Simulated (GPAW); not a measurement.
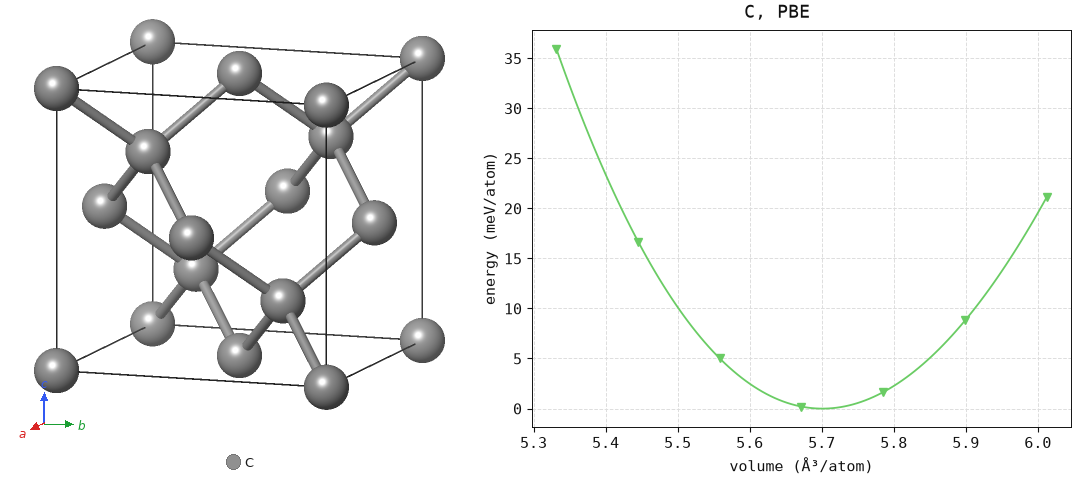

The picture above shows the energy against volume for C, space group Fd-3m (No. 227). The conventional cell is drawn beside the plot.

Structure:
```yaml
crystal:
  lattice:
    - [0.00000, 1.78337, 1.78337]
    - [1.78337, 0.00000, 1.78337]
    - [1.78337, 1.78337, 0.00000]
  atoms:
    - { symbol: C, position: [0.75000, 0.75000, 0.75000] }
    - { symbol: C, position: [0.50000, 0.50000, 0.50000] }
```

Computed with GPAW 26.7.0: PAW DFT in plane waves, on a grid or in atomic orbitals, no spin polarisation; energies at scaled volumes of the given cell, shape and fractions fixed, counted from the fit's minimum, third-order Birch-Murnaghan fit. Level: PBE.

| setting | value |
| --- | --- |
| k mesh | 10×10×10 |
| occupations | Fermi–Dirac |
| smearing width | 0.05 eV |
| potentials | PAW data sets made by gpaw setup for the functional |
| wave cutoff | 800 eV |
| program settings | basis pw |

This calculation gives: equilibrium volume 5.70 Å³/atom and bulk modulus 433 GPa.

Now the level changes from PBE to PBEsol. How do these quantities change?

The equilibrium volume falls from 5.70 to 5.62 Å³/atom (−1.4 %) and the bulk modulus rises from 433 to 450 GPa (+3.9 %).

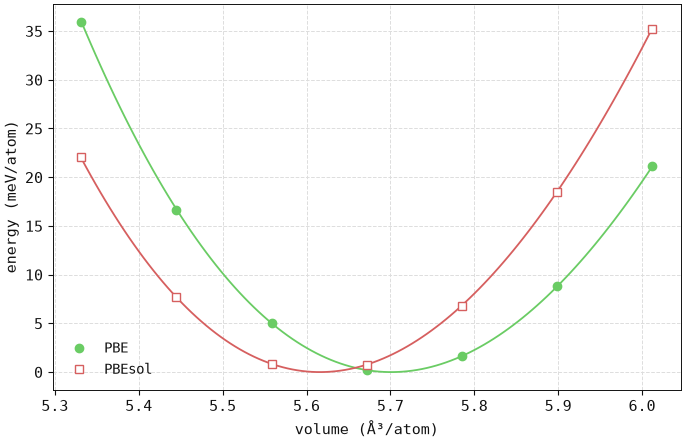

The two results together.

V0 and the bulk modulus come from third-order Birch–Murnaghan fits.
